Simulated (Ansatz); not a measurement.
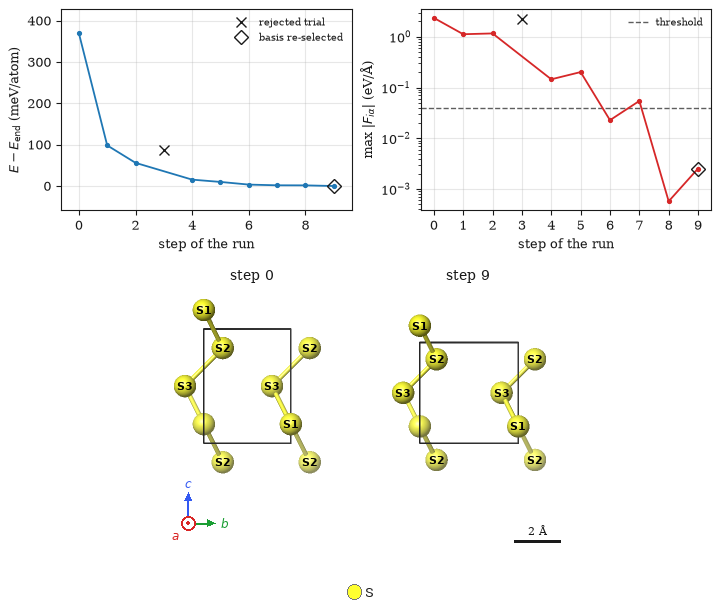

First and last geometry of a relaxation of solid S (built on the Se_154 type) (coarse preliminary run), with the history of the run. Style: ball-and-stick. Shown: the cell of the calculation, along the a axis.

Case: Se type (P3_221, No. 154).

These are results of DFT PBE, scalar-relativistic, plane waves, PAW (Ansatz), not measurements. (plane-wave cutoff 420 eV; k-point mesh 6 × 6 × 4; occupations gaussian; smearing width 0.1 eV; no spin polarisation; cell and atoms relaxed; force threshold 0.04 eV/Å; at most 70 steps)

> What do the curves and the structures tell?

It converged. The energy falls by 370 meV per atom in 7 accepted moves (9 points after the start). The largest force component goes from 2.3 to 0.0025 eV/Å. Pressure: −9.87 GPa at the start and 0.08 GPa at the end. The line search rejected the trial step at point 3 of the run. At 1 point the geometry stayed and the basis and grid were re-selected for the new cell (energy shift of 1.6 meV per atom at most each time). The largest moves relative to the cell, 0.24 Å, are those of S1, S2 and S3. S1 goes along −a. The drawn cell changes as follows: a = b 4.412 → 4.990 Å (+13.1 %), c 5.014 → 4.421 Å (−11.8 %); the volume changes by +12.8 %. Some distances before and after: S1–S2 2.354 → 2.080 Å. The space group stays P3_221 (No. 154).

```tsv
step	E − E(0), meV/atom	largest force component, eV/Å	pressure, GPa	volume, Å³/atom	note
0	0.00	2.3491	-9.87	28.167	
1	-271.45	1.1216	-4.77	26.040	
2	-313.68	1.1628	-3.03	25.738	
3	-283.00	2.2364	7.26	27.181	rejected
4	-354.33	0.1453	0.48	26.455	
5	-359.88	0.2017	1.20	27.653	
6	-366.33	0.0228	0.32	29.700	
7	-368.03	0.0545	0.20	31.387	
8	-368.18	0.0006	0.01	31.785	
9	-369.76	0.0025	0.08	31.785	same geometry, new basis
```
